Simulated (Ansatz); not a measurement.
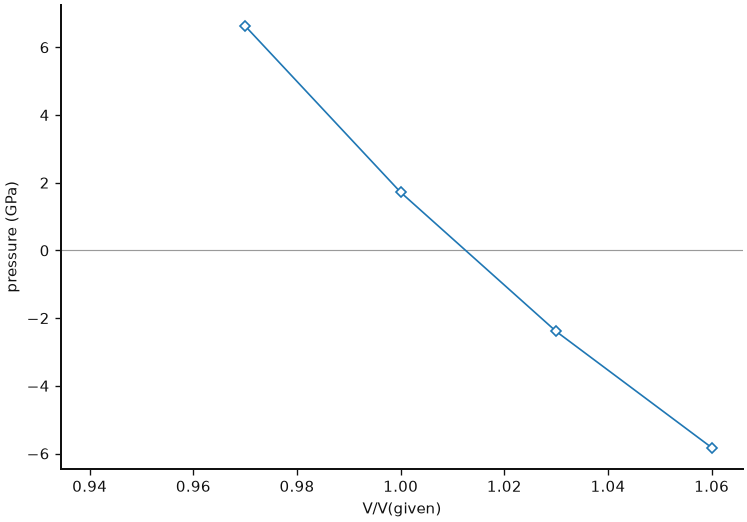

The figure shows the pressure against V/V(given) for Cu, space group Fm-3m (No. 225).

Cell as given: a = 2.556 Å, b = 2.556 Å, c = 2.556 Å, α = 60.00°, β = 60.00°, γ = 60.00°; 1 atom.

How it was computed, with Ansatz 0.2.0: periodic Kohn-Sham DFT of a crystal at fixed atoms, scaled to the stated factor times the given cell; pressure positive in compression. Level: PBE.

```csv
setting,value
method,frozen-core PAW
relativity,scalar
k mesh,19×19×19
occupations,Fermi–Dirac
smearing width,0.08 eV
wave cutoff,420 eV
PAW set,soft_2
```

V(given) is 11.81 Å³/atom.

The point at V/V(given) 0.941 is left out of the plot. What does the calculation give there?

```
V/V(given)  pressure (GPa)
     0.941            12.4
```
